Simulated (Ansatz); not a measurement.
**Energy of ZrSe2 along an even scaling of the cell**

System: ZrSe2 (3 atoms in the cell).
Method: Kohn-Sham DFT of a periodic cell, PBE, all-electron LAPW, scalar-relativistic, no spin polarisation (Ansatz 0.2.0).

The 7 runs differ only in the geometry, by an even scaling of the cell at fixed fractional positions. The structure derives from an entry of the Crystallography Open Database.

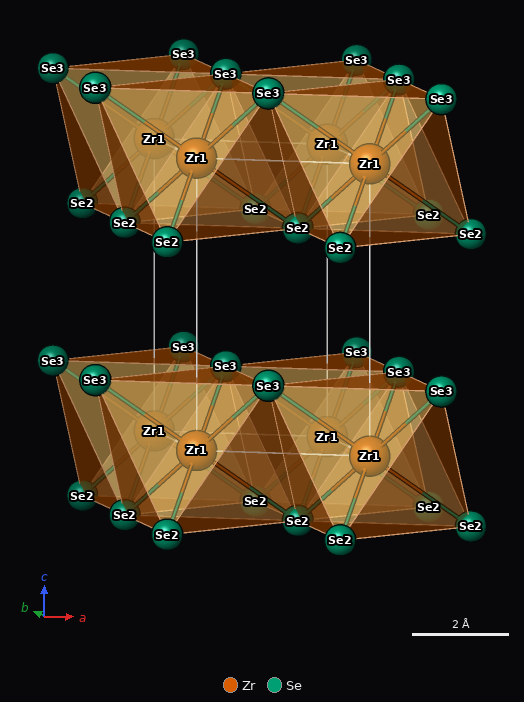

Figure 1. The structure of run 4 (polyhedral view of the cell of the calculation, seen slightly off an axis; polyhedra are completed across the faces of the cell; atoms are numbered from 1 in the order of the input).

## Input of run 4
```yaml
crystal:
  lattice:
    - [3.798, 0.0, 0.0]
    - [-1.899, 3.2891644836, 0.0]
    - [0.0, 0.0, 6.192]
  atoms:
    - { symbol: Zr, position: [0.0, 0.0, 0.0] }
    - { symbol: Se, position: [0.6666666667, 0.3333333333, 0.75] }
    - { symbol: Se, position: [0.3333333333, 0.6666666667, 0.25] }
kpoints:
  mp_grid: { grid: [8, 8, 5] }
scf:
  occupations: { method: fermi_dirac, width: 0.05 }
hamiltonian:
  xc: pbe
  pseudopotentials: { kind: all_electron, lapw: { basis_error: 0.001 } }
output:
  forces: true
  stress: true
  eigenvalues: true
```

Command:
```bash
ansatz run input.yaml --threads 2 --pin off --max-ram 6144MiB --backend cpu --events-out ev --progress --plain --runs-dir out
```

Run 5 differs from it as follows:
```diff
-    - [3.798, 0.0, 0.0]
-    - [-1.899, 3.2891644836, 0.0]
-    - [0.0, 0.0, 6.192]
+    - [3.8231530509, 0.0, 0.0]
+    - [-1.9115765255, 3.3109476647, 0.0]
+    - [0.0, 0.0, 6.2330078176]
```

## Results, with one run withheld

```csv
run,volume per atom (Å³),"free energy per atom, from the lowest run given (meV)",pressure (GPa),gap on the mesh (eV)
1,24.237,47.75,7.73,0.34
2,24.753,26.36,5.60,0.36
3,25.268,11.49,3.68,0.39
4,25.784,2.50,1.94,0.41
5,26.300,?,?,?
6,26.815,0.00,−1.06,0.45
7,27.331,5.52,−2.35,0.47
```

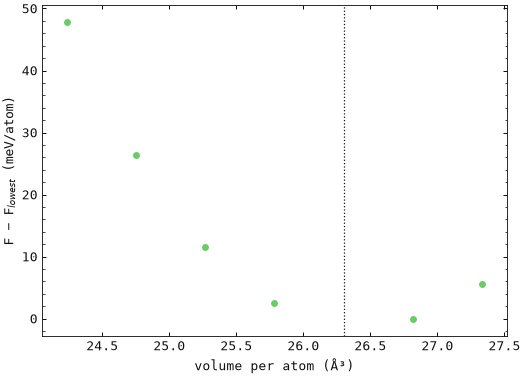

Figure 2. Free energy per atom of the runs given; the dotted line marks run 5.

Fit the runs given and predict run 5.

A cubic polynomial in V^(−2/3) (the Birch–Murnaghan form), fitted to the 6 runs given, misses them by at most 0.01 meV per atom. With x = V^(−2/3) − 0.11495 Å⁻², it reads F = 4.173 + 4898 x + 1.096e+06 x² + 4.5051e+05 x³ (meV per atom). At run 5 it gives −1.16 meV per atom, and the run itself gives −1.16. The slope of the fit gives a pressure −dF/dV of 0.36 GPa there, and the run prints 0.37 GPa. The fit has its minimum at 26.427 Å³ per atom, where V d²F/dV² gives 74.8 GPa. Cell shape and fractional positions are held, so this is the stiffness under even scaling; the relaxed bulk modulus wasn't computed and can be far lower in a crystal of layers, chains or molecules like this one. The gap on the mesh goes, without turning, from 0.34 eV in run 1 to 0.47 eV in run 7; run 5 has 0.43 eV. These are gaps of this functional on this mesh, which can miss the band edges; they aren't the measured gap.

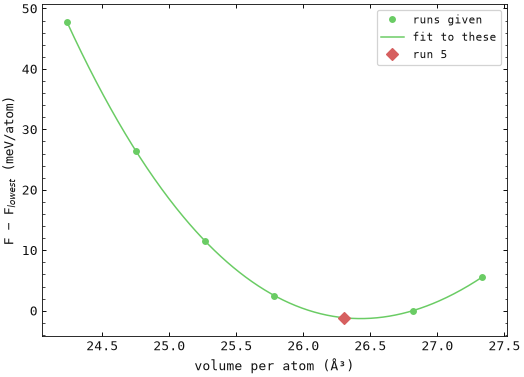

Figure 3. The fit and the withheld run.

## Output, shortened to warnings, some set-up lines, iterations and results (run 5)
```
Basis set: ecut = 231.38560892759338 eV, 627 PW (Γ), exchange–correlation at level 2
Symmetry: 12 space group operations
k-points: 40 of 320
Initial density: superposition of atomic densities (chi_scale 0.1, normalization cell, long waves kept (reshape's long-wave potential 0.17 eV rms))
[...]
SCF iter   1: F=—  HF=-230182.951389 eV  |F-HF|=—  |Δ(HF+E_count)|=         —  Δρ=3.36e-2  dr2=1.40e0  ethr=1.84e-3  ⟨swp⟩=2.0  Hψ=11646  notcnv=0
SCF iter   2: F=—  HF=-230182.540523 eV  |F-HF|=—  |Δ(HF+E_count)|=   4.11e-1  Δρ=1.44e-2  dr2=3.72e-1  ethr=1.84e-3  ⟨swp⟩=2.1  Hψ=5803  notcnv=0
SCF iter   3: F=—  HF=-230182.505808 eV  |F-HF|=—  |Δ(HF+E_count)|=   3.47e-2  Δρ=1.02e-2  dr2=1.30e-1  ethr=4.89e-4  ⟨swp⟩=2.2  Hψ=5781  notcnv=0
SCF iter   4: F=—  HF=-230182.495026 eV  |F-HF|=—  |Δ(HF+E_count)|=         —  Δρ=1.97e-3  dr2=5.89e-3  ethr=7.75e-6  ⟨swp⟩=2.0  Hψ=9285  notcnv=0
SCF iter   5: F=—  HF=-230182.498183 eV  |F-HF|=—  |Δ(HF+E_count)|=   3.16e-3  Δρ=6.44e-4  dr2=5.85e-4  ethr=7.75e-6  ⟨swp⟩=2.3  Hψ=5528  notcnv=0
SCF iter   6: F=—  HF=-230182.498118 eV  |F-HF|=—  |Δ(HF+E_count)|=   6.52e-5  Δρ=3.01e-4  dr2=9.57e-5  ethr=7.70e-7  ⟨swp⟩=2.8  Hψ=5522  notcnv=0
SCF iter   7: F=—  HF=-230182.498260 eV  |F-HF|=—  |Δ(HF+E_count)|=   1.42e-4  Δρ=9.79e-5  dr2=1.55e-5  ethr=1.26e-7  ⟨swp⟩=3.0  Hψ=5701  notcnv=0
SCF iter   8: F=—  HF=-230182.498288 eV  |F-HF|=—  |Δ(HF+E_count)|=   2.82e-5  Δρ=2.95e-5  dr2=1.09e-6  ethr=2.04e-8  ⟨swp⟩=3.0  Hψ=5765  notcnv=0
SCF iter   9: F=—  HF=-230182.498291 eV  |F-HF|=—  |Δ(HF+E_count)|=   2.59e-6  Δρ=7.53e-6  dr2=6.96e-8  ethr=1.44e-9  ⟨swp⟩=3.0  Hψ=5777  notcnv=0
SCF iter  10: F=-230182.498291 eV  HF=-230182.498291 eV  |F-HF|=1.43e-9  |Δ(HF+E_count)|=   1.50e-7  Δρ=3.32e-6  dr2=2.16e-8  ethr=9.16e-11  ⟨swp⟩=3.0  Hψ=5741  notcnv=0
SCF 1 converged in 10 iterations: F = -230182.498291 eV  dr2 = 2.16e-8
SCF converged after 10 iterations
Free energy (F): -230182.498291 eV
Harris-Foulkes:  -230182.498291 eV  (|F-HF|=1.43e-9)
Internal energy: -230182.497978 eV  (E = F + TS)
E sigma→0 (E₀):  -230182.498134 eV
Entropy (-TS):   -0.000313 eV (-0.104 meV/atom)
Fermi energy:    9.508335 eV
--- Per-component energies (eV) ---
  E_band       = -6732.748204
  E_kinetic    = 236539.344067
  E_xc         = -7902.449328
  E_electrostatic = -458819.392717  (all electrons and nuclei)
  E_smearing   = -0.000313  (= −TS)
  E_closure    = 0.000000  (closes the sum)
  E_atoms      = -230164.155555  (free atoms, spherical and without spin; not in F)
  Σ components = -230182.498291   (vs F -230182.498291, Δ=0.00e0)
  Basis errors (estimates in eV, not in F): energy 4.3e-4 per atom: plane waves 3.9e-4 (2.2e-4 summed), levels above the bands 1.7e-73, relativity 2.6e-8, radial functions 4.6e-5, core shells 1.4e-6; eigenvalues (radial functions only) 1.3e-6; not estimated: angular momenta, meshes, grids; target …
--- Forces (eV/Å), atoms counted from 1 ---
  atom   1  Zr    -0.00000000    -0.00000000     0.00000000
  atom   2  Se     0.00000000     0.00000000    -0.07340967
  atom   3  Se    -0.00000000     0.00000000     0.07340967
  max |Σ_I F_I| component: 9.25e-18 eV/Å
--- Stress (GPa, compression-positive) ---
       -0.239813       0.000000       0.000000
        0.000000      -0.239813      -0.000000
        0.000000      -0.000000       1.579590
  P = ⅓ Tr σ = 0.3667 GPa (3.667 kbar)
```
